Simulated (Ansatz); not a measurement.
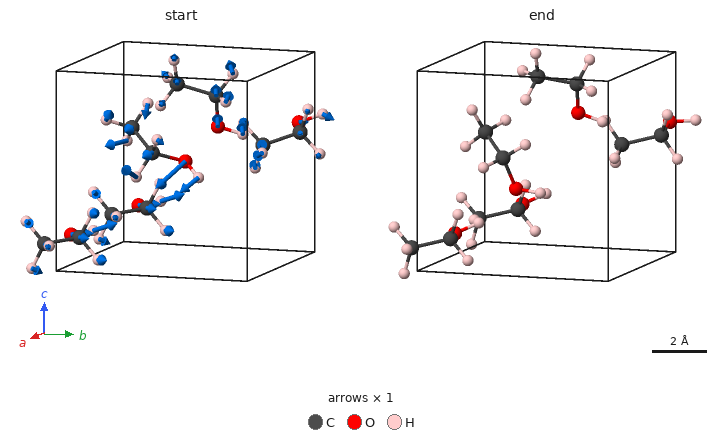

The structure of an amorphous cell of composition H6C2O before (left) and after (right) a relaxation, at one scale. The blue arrows give the displacements, at their true length.

Style: ball-and-stick. Shown: the cell of the calculation (origin shifted), slightly off an axis.

The cell holds 4 CH3CH2OH. The run prepares the start of a later molecular dynamics calculation, from a guessed geometry.

All numbers below come from DFT r2SCAN-D3(BJ), scalar-relativistic, plane waves, PAW (Ansatz 0.2.0). (plane-wave cutoff 500 eV; k-point mesh 1 × 1 × 1; occupations fermi dirac; smearing width 0.05 eV; no spin polarisation; atoms relaxed in a fixed cell; force threshold 0.3 eV/Å; at most 15 steps)

What changed between the two?

The largest move is that of an O atom, 1.59 Å along [1 −1 −1]. Largest moves by element: O 1.59 Å, H 1.27 Å, C 0.69 Å. The cell stays as it was. Among the contacts that change: C–O 1.427 → 1.448 Å, H–O 0.971 → 0.961 Å, C–H 1.099 → 1.090 Å, C–O 1.427 → 1.420 Å. Bond angles that change, for instance: O–C–H 110.9° → 107.4°, C–C–O 107.1° → 109.2°. After 9 geometry steps the energy has fallen by 32.2 meV per atom. Largest force component: 1 eV/Å at the start, 0.3 eV/Å at the end.

Limits of the set-up: the program's low-accuracy preset was used; the periodic images lie only 7.5 Å apart, so the values are limited by the cell's size.
